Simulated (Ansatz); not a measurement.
The Ansatz input:

```
crystal:
  lattice:
    - [3.8205603434, 0.0, 0.0]
    - [0.0, 3.8205603434, 0.0]
    - [0.0, 0.0, 30.6334027592]
  atoms:
    - { symbol: Sn, position: [0.5, 0.0, 0.461413835] }
    - { symbol: O, position: [0.0, 0.0, 0.5] }
    - { symbol: O, position: [0.5, 0.5, 0.5] }
    - { symbol: Sn, position: [0.0, 0.5, 0.538586165] }
  periodic: [true, true, false]
basis:
  ecutwfc: 420
kpoints:
  mp_grid: { grid: [6, 6, 1] }
  band_path:
    path:
      - [0, 0, 0]
      - [0.5, 0, 0]
      - [0.5, 0.5, 0]
      - [0, 0.5, 0]
      - [0, 0, 0]
      - [0.5, 0.5, 0]
    npoints: 8
hamiltonian:
  xc: pbe
  dispersion: d3bj
scf:
  occupations: { method: gaussian, width: 0.02 }
output:
  forces: true
  stress: true
  eigenvalues: true
  write_density: true
  write_potential: true
  elf: true
  volumetric_format: npy
efield:
  axis: 3
  amplitude: 0.1
```

Command:
```bash
ansatz run input.yaml --threads 2 --pin off --max-ram 5120MiB --backend cpu --events-out ev --progress --plain --runs-dir out
```

Predict the main features of the band structure. The path is Γ–X–S–Y–Γ–S.

The material is gapped. The gap along this path is 3.04 eV and indirect, from the valence-band top between Γ and S to the conduction-band bottom between Γ and S; the smallest direct gap is 3.15 eV, at Γ. The top valence band spans 0.6 eV and the lowest conduction band 1.0 eV. The direct gaps are 3.69 eV at X, 3.69 eV at Y and 3.15 eV at Γ.

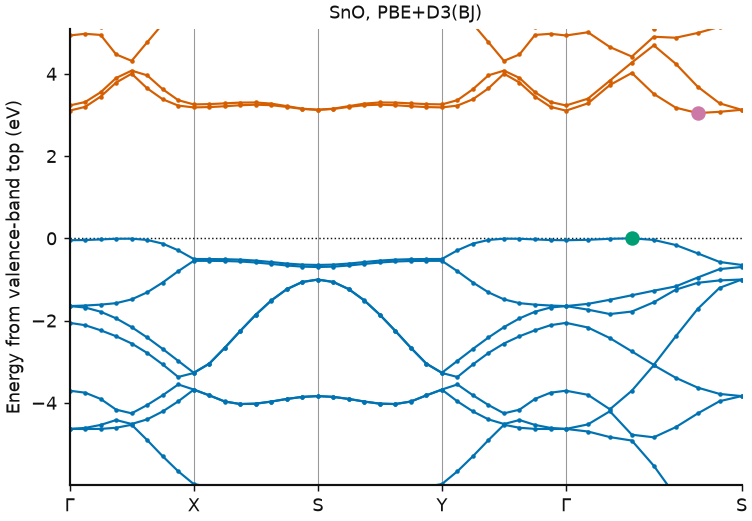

Band structure. Energies are counted from the top of the valence band.
